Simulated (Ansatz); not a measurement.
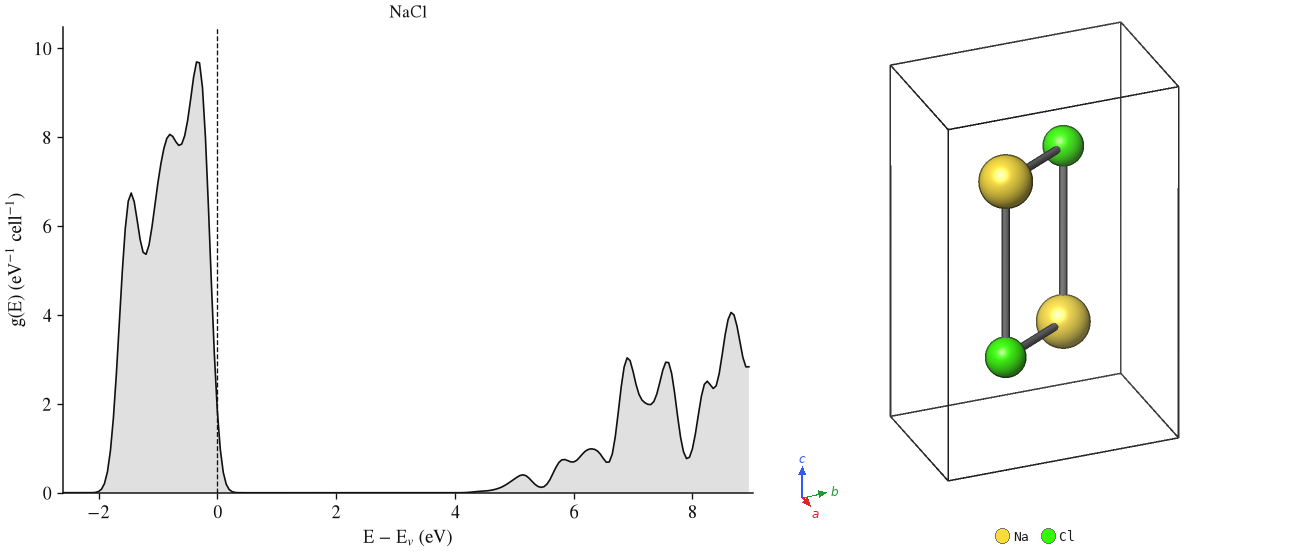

Density of states, beside the structure. Energies are counted from the top of the valence band. The curve is built from the levels of the k mesh with Gaussians 0.3 eV wide, which also blur the band edges.

Calculation on NaCl, space group P6_3/mmc (No. 194), 4 atoms in the cell, h-MgO (five-fold) type.

Level of theory: DFT, LDA, plane waves, PAW, no spin polarisation, 6×6×6 k mesh, 420 eV cutoff; code Ansatz 0.2.0.

Q: Is there a gap at the Fermi level, and how wide?

A: There is a gap; over the k points computed it is 4.44 eV (direct among those points).

Q: How wide is the upper valence band?

A: The upper group of valence states starts about 1.7 eV under the valence-band top, with a gap beneath it; it holds about 12 electrons a cell.

Q: Where is the tallest peak of the filled states in the window?

A: Within the window shown, the tallest peak of the filled states lies 0.3 eV under the valence-band top, at about 9.7 states per eV and cell.
